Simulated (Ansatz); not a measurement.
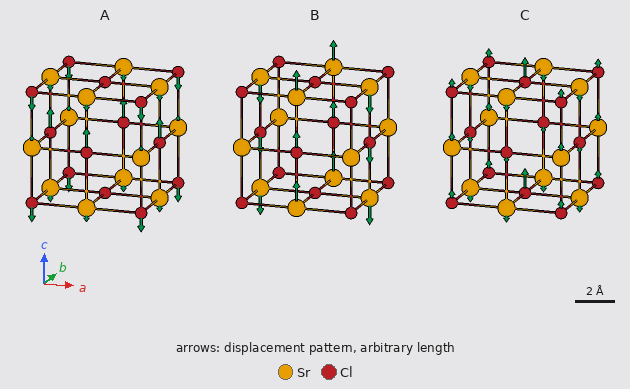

Three optical modes of crystalline Sr₃Cl₄ (a generated structure) at the zone centre, in no order (one member of each degenerate set). Displacements are drawn as green arrows; their common scale and sign are arbitrary. A ball-and-stick model of the cell of the calculation, seen slightly off an axis.

Theory: Ansatz 0.2.0, DFT PBE, scalar-relativistic, plane waves, PAW. Settings: plane-wave cutoff 420 eV; k-point mesh 6 × 6 × 6; occupations fermi dirac; smearing width 0.15 eV; no spin polarisation.

The frequencies depend somewhat on the k-mesh and the smearing.

Rank the modes by frequency, softest first.

B (62 cm⁻¹), C (86 cm⁻¹), A (170 cm⁻¹). B, T₂u: The Cl (1a) atoms stay at rest; all motion is along c; atoms of one kind move against one another, with no net shift of any sublattice; it mainly bends the Cl–Sr bonds; the kinetic energy is shared as Sr 78 %, Cl 22 %. C, T₁u: All motion is along c; it mainly bends the Cl–Sr bonds; the kinetic energy is shared as Cl 55 %, Sr 45 %. A, T₁u: All motion is along c; of the bonds it mainly stretches Cl–Sr, some lengthening while others shorten; the kinetic energy is shared as Cl 75 %, Sr 25 %. The crystal is metallic in this run.
